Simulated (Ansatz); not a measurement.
# Calculations on Si$_{2}$Ni

**1. Relaxation**

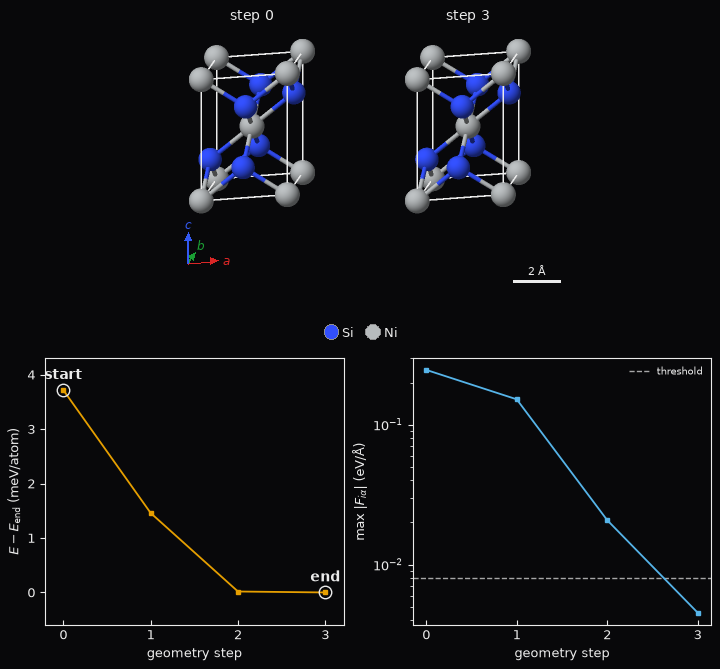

First and last geometry of a relaxation of crystalline Si₂Ni (set up in C2/m), with the history of the run. A ball-and-stick model of the cell of the calculation, seen slightly off an axis.

Case: shear of c along a, cell held, atoms relaxed: +12.0 %.

The calculation used Ansatz, DFT PBEsol, scalar-relativistic, plane waves, PAW. Settings: plane-wave cutoff 420 eV; k-point mesh 10 × 10 × 8; occupations gaussian; smearing width 0.1 eV; no spin polarisation; atoms relaxed in a fixed cell; force threshold 0.008 eV/Å; at most 40 steps.

**What do the curves and the structures tell?**

It converged. The largest moves, 0.032 Å, are those of Si atoms. Ni stays in place. The cell stays as it was. Among the contacts that change: Ni–Si 2.425 → 2.397 Å, Ni–Si 2.248 → 2.273 Å, Ni–Si 2.343 → 2.348 Å. The space group stays C2/m (No. 12). After 3 geometry steps the energy has fallen by 3.7 meV per atom. The largest force component goes from 0.25 to 0.0045 eV/Å.

| step | E − E(0), meV/atom | largest force component, eV/Å |
| --- | --- | --- |
| 0 | 0.00 | 0.2462 |
| 1 | -2.26 | 0.1517 |
| 2 | -3.70 | 0.0208 |
| 3 | -3.72 | 0.0045 |

**2. A change**

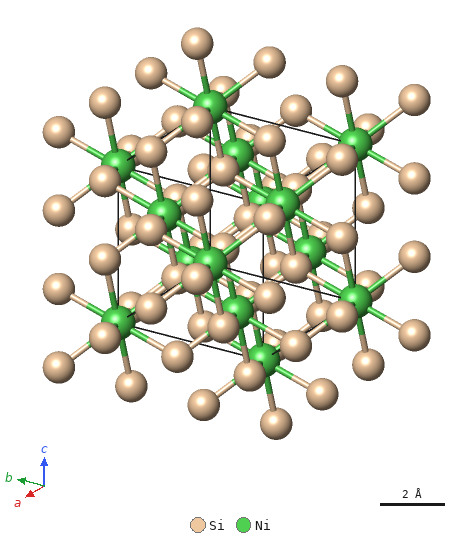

Reference structure: crystalline Si₂Ni (set up in Fm-3m). A ball-and-stick model of the conventional cell (2 times the calculation's cell), seen from a free direction. Lengths and directions refer to the drawn axes.

Theory: DFT PBEsol, scalar-relativistic, plane waves, PAW (Ansatz). Settings: plane-wave cutoff 420 eV; k-point mesh 10 × 10 × 8; occupations gaussian; smearing width 0.1 eV; no spin polarisation.

Now this is done to it. Shear of c along a, +8.0 %, is applied. The cell is then held and the atoms relaxed.

Input
```yaml
crystal:
  lattice:
    - [2.695694617, 2.695694617, 0.0]
    - [-2.695694617, 2.695694617, 0.0]
    - [0.304983031, 0.304983031, 5.3913892341]
  atoms:
    - { symbol: Si, position: [-0.0102234809, 0.5, 0.7503623703] }
    - { symbol: Si, position: [0.5102234809, 0.0, 0.7496376297] }
    - { symbol: Si, position: [0.4897765191, 0.0, 0.2503623703] }
    - { symbol: Si, position: [0.0102234809, 0.5, 0.2496376297] }
    - { symbol: Ni, position: [0.0, 0.0, 0.0] }
    - { symbol: Ni, position: [0.5, 0.5, 0.5] }
basis:
  ecutwfc: 420
kpoints:
  mp_grid: { grid: [10, 10, 8] }
hamiltonian:
  xc: pbesol
scf:
  occupations: { method: gaussian, width: 0.1 }
output:
  forces: true
  stress: true
  eigenvalues: true
relax:
  adjacent_minimum: "off"
  f_tol: 0.008
  max_steps: 40
```

Command:
```bash
ansatz run input.yaml --threads 1 --pin off --max-ram 2560MiB --backend cpu --events-out ev --progress --plain --runs-dir out
```

### Predict the response.

The energy rises by 20.9 meV per atom. Pressure: −0.2 GPa before, 0.1 GPa after. The principal stresses (compression positive) are 6.8 GPa along [2 2 −3], −0.6 GPa along [1 −1 0], −5.9 GPa along [2 2 3]. The drawn cell changes at constant volume: a = b unchanged at 5.391 Å, c 5.391 → 5.409 Å (+0.3 %), α 90.0° → 86.8°, β 90.0° → 86.8°. The largest moves relative to the cell, 0.053 Å, are those of Si1, Si2, Si3 and Si4. Si1 goes along [−1 −1 0]. Ni stays in place. Some distances before and after: Ni–Si 2.335 → 2.291 to 2.380 Å. The space group (tolerance 0.01 Å) goes from Fm-3m (No. 225) to C2/m (No. 12).

Drawn alike, the variant:

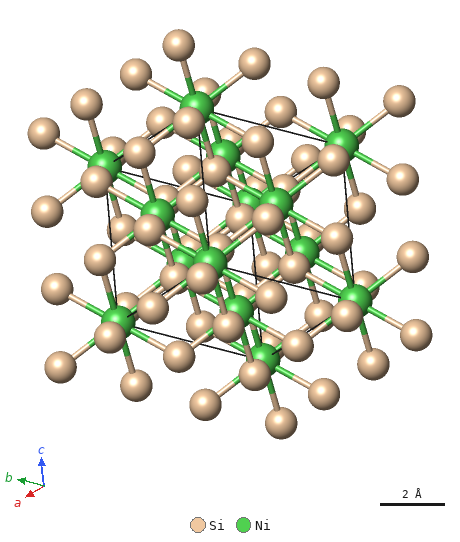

**3. Series**

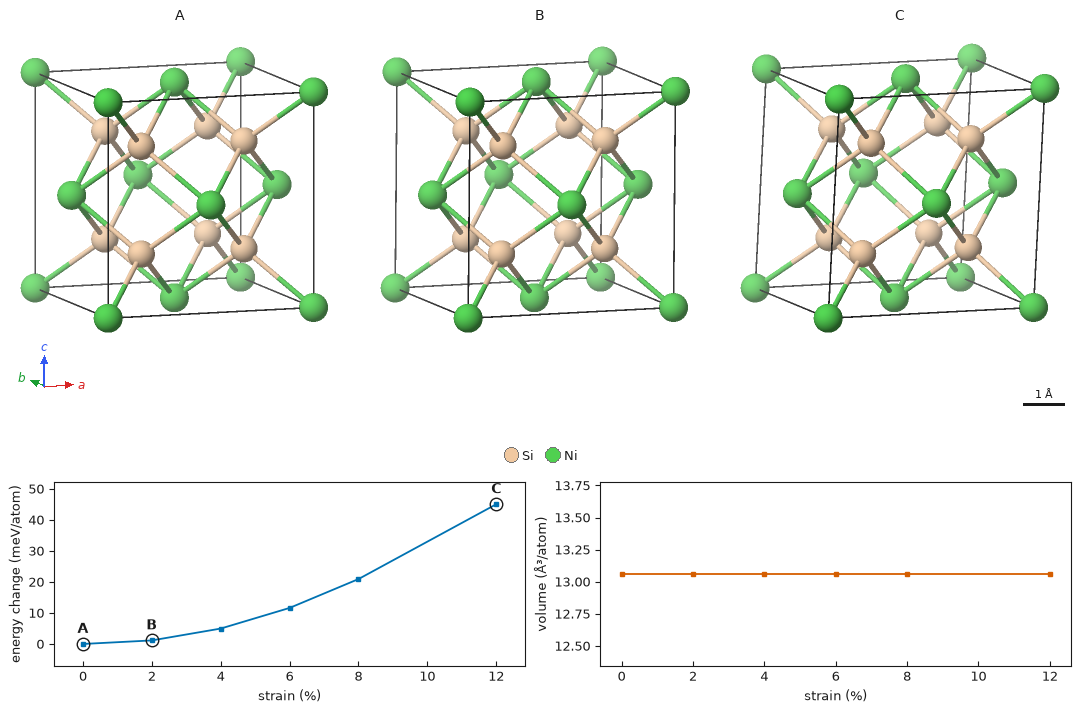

Members of a series of calculations on a crystal of Si2Ni (set up in Fm-3m), marked on the first curve. The picture is a ball-and-stick view of the conventional cell (2 times the calculation's cell), seen slightly off an axis. Lengths and directions refer to the drawn axes.

These are results of DFT PBEsol, scalar-relativistic, plane waves, PAW in Ansatz, not measurements. Set-up: plane-wave cutoff 420 eV; k-point mesh 10 × 10 × 8; occupations gaussian; smearing width 0.1 eV; no spin polarisation.

Which kind of strain is it, and how does the structure respond?

Answer. Shear of c along a, cell held, atoms relaxed. A (strain 0.0 %): energy change 0.0 meV/atom, volume 13.06 Å³ per atom. B (strain 2.0 %): energy change 1.1 meV/atom, volume 13.06 Å³ per atom. C (strain 12.0 %): energy change 45.0 meV/atom, volume 13.06 Å³ per atom. The rest compares A with C. The drawn cell changes at constant volume: a = b unchanged at 5.391 Å, c 5.391 → 5.430 Å (+0.7 %), α 90.0° → 85.2°, β 90.0° → 85.2°. Some distances before and after: Ni–Si 2.335 → 2.273 to 2.397 Å.
